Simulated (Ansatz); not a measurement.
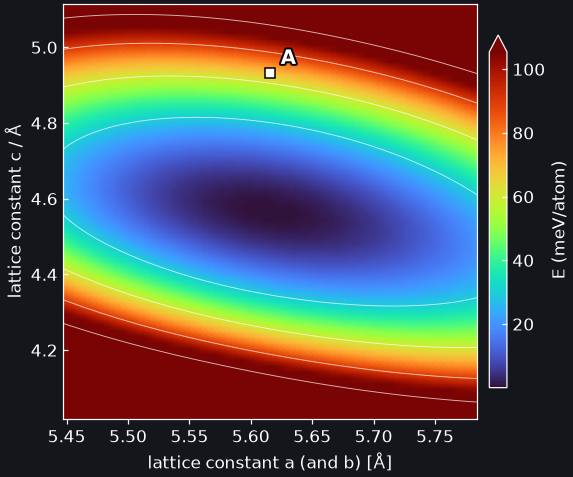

Ti₃Al (P6_3/mmc, No. 194; 8 atoms in the cell). The energy is mapped over the lattice constants a and c of the conventional cell. Coordinates scanned: (1) lattice constant a (and b); (2) lattice constant c. Nothing is relaxed (fractional coordinates fixed). The scan uses a 7 × 7 grid. Points are written as (first, second). Energies are in meV/atom, from the lowest grid point. Computed with DFT LDA, scalar-relativistic, plane waves, PAW (Ansatz 0.2.0). Settings: cutoff 520 eV, k-mesh 9×9×10 in the order of the run's cell vectors, gaussian smearing 0.15 eV, no spin polarisation.

Drawn: a smooth colour map with a few white contour lines, one colour for all values above the top of the scale, the point A. Between grid points the surface is interpolated.

Q: Is A at rest? If not, where is it pushed?

A: A, at (5.616 Å, 4.932 Å), is not a stationary point. The computed force is 161 meV/atom for each Å towards smaller values of lattice constant a (and b) and 350 meV/atom for each Å towards smaller values of lattice constant c.

PAW datasets: the set soft_1.
